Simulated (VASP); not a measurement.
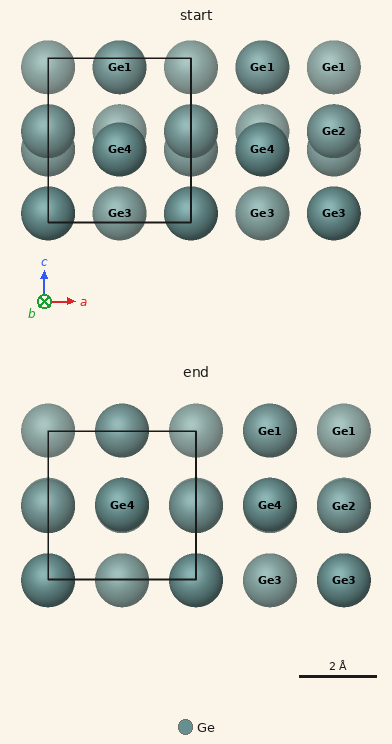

The structure of solid Ge (set up in Cmce) before (top) and after (bottom) a relaxation, at one scale.

A spheres-only model of the conventional cell (2 times the calculation's cell), repeated 2 × 1 × 1 with one cell outlined, seen along the b axis. Lengths and directions refer to the drawn axes.

The run lets cell and atoms move.

Level of theory: Kohn-Sham DFT of a periodic cell, PBE with D3(BJ), VASP PAW PBE potentials, recommended (VASP).

Input
```
SYSTEM = Ge
ALGO = Fast
EDIFF = 1E-6
EDIFFG = -0.05
ENCUT = 600
GGA = PE
IBRION = 2
ISIF = 3
ISMEAR = 0
IVDW = 12
LASPH = .True.
LCHARG = .False.
LREAL = .False.
LWAVE = .False.
NELM = 100
NSW = 80
PREC = Accurate
SIGMA = 0.1
```

Command:
```bash
cat potpaw_PBE.64/Ge_d/POTCAR > POTCAR
mpirun -np 1 vasp_std > vasp.out
```

Q: Summarise the run.

A: The run was cut off at its time limit before the relaxation converged, so the last structure is only a point on the way. The energy falls by 163 meV per atom in 29 geometry steps. Largest force component: 0.63 eV/Å at the start, 0.076 eV/Å at the end. Pressure: 2.87 GPa at the start and −1.15 GPa at the end. The largest moves relative to the cell, 0.32 Å, are those of Ge1, Ge2, Ge3 and Ge4. Ge2 goes along [0 −1 −3]. The volume changes by −13.5 %, with a 3.757 → 3.889 Å (+3.5 %), b 10.890 → 10.089 Å (−7.4 %), c 4.323 → 3.898 Å (−9.8 %). Among the contacts that change: Ge1–Ge4 3.691 → 3.039 Å, Ge1–Ge3 3.565 → 3.037 Å, Ge1–Ge2 3.242 → 2.725 Å, Ge1–Ge2 (another image) 2.521 → 2.781 Å. Bond angles that change, for instance: Ge2–Ge1–Ge3 97.4° → 89.4°, Ge2–Ge1–Ge2 96.3° → 88.7°. The space group stays Cmce (No. 64). The volume changes by over a tenth within one run on a fixed set of plane waves, so the end point should be relaxed again from the new cell. It ran on 1 thread of AMD EPYC 9R14 (Zen 4), on a shared host.
